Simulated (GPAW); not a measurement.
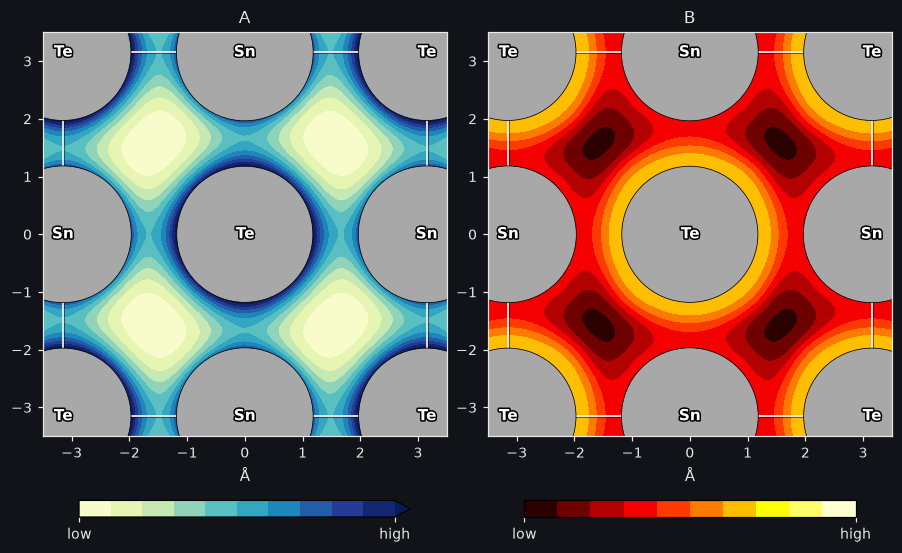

SnTe: 2 fields on the (100) plane of the conventional cell, with unlabelled colour scales. Grey discs cover the atomic cores.

Space group Fm-3m.

The calculation used Kohn-Sham DFT of a periodic cell, PBE, GPAW PAW data sets (gpaw-data 1.2.1) (GPAW).

Q: Match the panels to the quantities (electron localisation function and valence pseudo-density).

A: Panel A: valence pseudo-density. Panel B: electron localisation function. From the grid: Sn–Te (3.15 Å): the density is about 0.22 e/Å³ at the midpoint; the ELF peaks at about 0.65 in the valence shell of Te, 1.3 Å from its nucleus, and drops to about 0.30 between the two atoms.
